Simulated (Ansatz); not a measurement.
System: SiC (interface cell).

```yaml
crystal:
  lattice:
    - [3.08075, 0.00000, 0.00000]
    - [0.00000, 4.35684, 0.00000]
    - [0.00000, 0.00000, 18.64344]
  atoms:
    - { symbol: Si, position: [0.00000, 0.04606, 0.00535] }
    - { symbol: C, position: [0.00000, 0.79711, 0.08720] }
    - { symbol: Si, position: [0.50000, 0.54871, 0.08238] }
    - { symbol: C, position: [0.50000, 0.29753, 0.16530] }
    - { symbol: Si, position: [0.00000, 0.04841, 0.16852] }
    - { symbol: C, position: [0.00000, 0.79753, 0.25137] }
    - { symbol: Si, position: [0.50000, 0.54841, 0.24814] }
    - { symbol: C, position: [0.50000, 0.29711, 0.32947] }
    - { symbol: Si, position: [0.00000, 0.04871, 0.33429] }
    - { symbol: C, position: [0.00000, 0.79823, 0.41910] }
    - { symbol: Si, position: [0.50000, 0.54606, 0.41132] }
    - { symbol: Si, position: [0.50000, 0.20394, 0.50535] }
    - { symbol: C, position: [0.00000, 0.95177, 0.49756] }
    - { symbol: Si, position: [0.00000, 0.70129, 0.58238] }
    - { symbol: C, position: [0.50000, 0.45289, 0.58720] }
    - { symbol: Si, position: [0.50000, 0.20159, 0.66852] }
    - { symbol: C, position: [0.00000, 0.95247, 0.66530] }
    - { symbol: Si, position: [0.00000, 0.70159, 0.74814] }
    - { symbol: C, position: [0.50000, 0.45247, 0.75137] }
    - { symbol: Si, position: [0.50000, 0.20129, 0.83429] }
    - { symbol: C, position: [0.00000, 0.95289, 0.82947] }
    - { symbol: Si, position: [0.00000, 0.70394, 0.91132] }
    - { symbol: C, position: [0.50000, 0.45177, 0.91910] }
    - { symbol: C, position: [0.50000, 0.29823, 0.99756] }
```

The calculation used DFT PBEsol, scalar-relativistic, plane waves, PAW in Ansatz.

**Predict the valence pseudo-density and electron localisation function between the atoms.**

Si–C (1.88 Å): the density is about 0.88 e/Å³ at the midpoint; the ELF peaks at about 0.95 between the atoms; localised, covalent bonding.

**Does the calculation give a band gap?**

It is gapped, with a Kohn–Sham gap of 0.69 eV on the k-point mesh, an upper bound to the gap of this method.

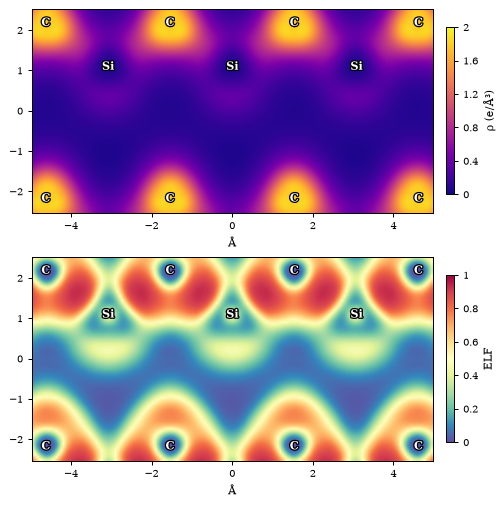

Computed valence pseudo-density and electron localisation function on the (001) plane of the calculation cell, in this order. 

The density is the valence pseudo-density of a PAW calculation; it isn't the true density close to the nuclei.
